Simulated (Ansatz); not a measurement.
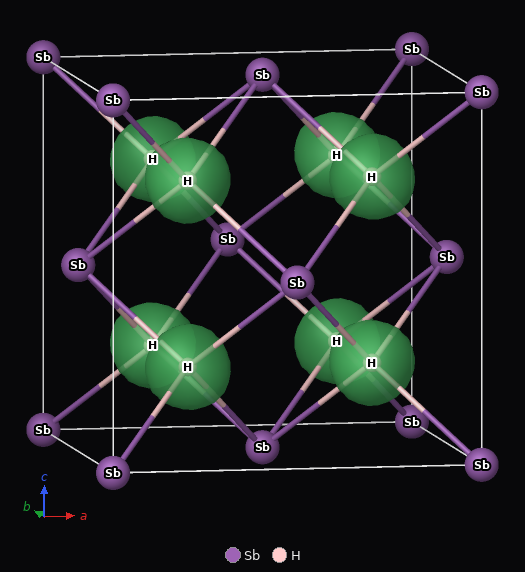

*SbH2. Isosurface of the ELF at 0.8 (green), seen slightly off an axis. Only the valence region is drawn (cores and ρ < 0.01 e/Å³ removed). Sticks mark near contacts.*

Space group Fm-3m; computed without spin polarisation.

Level of theory: DFT PBEsol, scalar-relativistic, plane waves, PAW (Ansatz 0.2.0).

Core electrons are frozen (PAW), and the valence fields are smoothed inside the atomic spheres.

Question: What do the ELF domains correspond to?

Answer: The surface consists of eight regions around hydrogen nuclei, counted in one cell of 12 atoms. Any copies at cell faces, edges or corners count once. Profiles from the grid: Sb–H (2.25 Å): the ELF climbs to about 1 towards the hydrogen.
